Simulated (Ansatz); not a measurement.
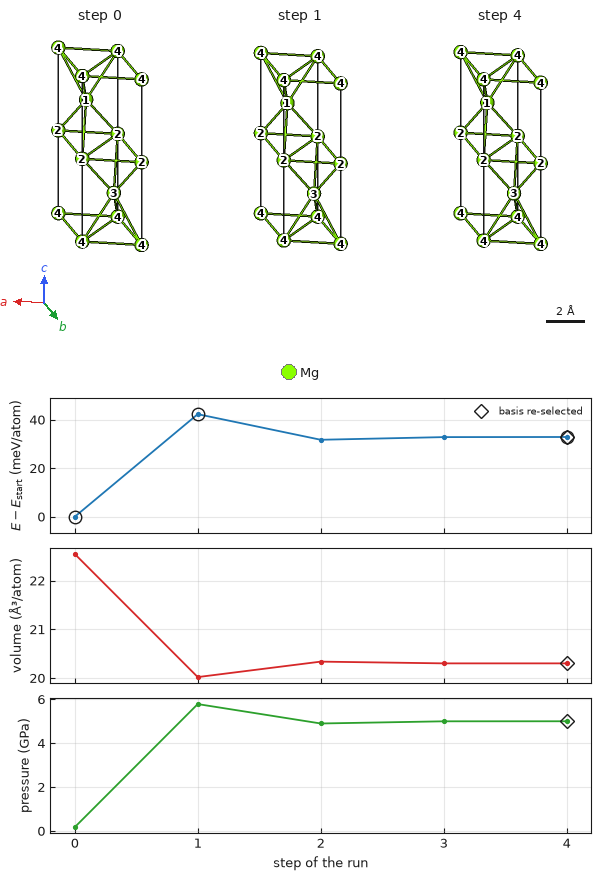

Frames of a relaxation of a crystal of Mg (set up in P6_3/mmc), marked on the history of the run. The picture is a ball-and-stick view of the cell of the calculation, seen from a free direction.

The run lets cell and atoms move.

These are results of Kohn-Sham DFT of a periodic cell, PBEsol, Ansatz PAW (Ansatz), not measurements.

Input file:
```yaml
crystal:
  lattice:
    - [3.1768261656, 0.0, 0.0]
    - [-1.5884130828, 2.7512121628, 0.0]
    - [0.0, 0.0, 10.31886201]
  atoms:
    - { symbol: Mg, position: [0.6666666667, 0.3333333333, 0.75] }
    - { symbol: Mg, position: [0.0, 0.0, 0.5] }
    - { symbol: Mg, position: [0.3333333333, 0.6666666667, 0.25] }
    - { symbol: Mg, position: [0.0, 0.0, 0.0] }
hamiltonian:
  xc: pbesol
  pseudopotentials: { kind: paw }
kpoints:
  mp_grid: { grid: [10, 10, 3] }
scf:
  occupations: { method: fermi_dirac, width: 0.05 }
output:
  forces: true
  stress: true
  eigenvalues: true
relax:
  f_tol: 0.01
  max_steps: 40
  cell: { stress_tol: 0.05, p_target: 5.0 }
```

Run as
```bash
ansatz run input.yaml --threads 2 --pin off --max-ram 5632MiB --backend cpu --events-out ev --progress --plain --runs-dir out
```

> Describe the path.

No atom moves by more than 0.005 Å relative to the cell. The volume changes by −10.0 %, with a = b 3.177 → 3.055 Å (−3.8 %), c 10.319 → 10.046 Å (−2.6 %). Some distances before and after: Mg1–Mg1 3.177 → 3.055 Å, Mg1–Mg2 3.165 → 3.069 Å. The space group stays P6_3/mmc (No. 194). The energy rises by 32.9 meV per atom in 3 accepted moves (4 points after the start). With the target pressure of 5 GPa, the enthalpy E + pV changes by −37.2 meV per atom. All forces vanish by symmetry, so only the cell relaxes. The pressure goes from 0.18 to 5.00 GPa. At 1 point the geometry stayed and the basis and grid were re-selected for the new cell (energy shift of less than 0.05 meV per atom at most each time). The run took 2.1 s on 2 threads of AMD EPYC 9R45 96-Core Processor (Zen 5), with other jobs on the host, peak memory 0.4 GiB. From step 0 to 1: volume −11.2 %, energy +42.3 meV per atom. From step 1 to 4: volume +1.4 %, energy −9.4 meV per atom.
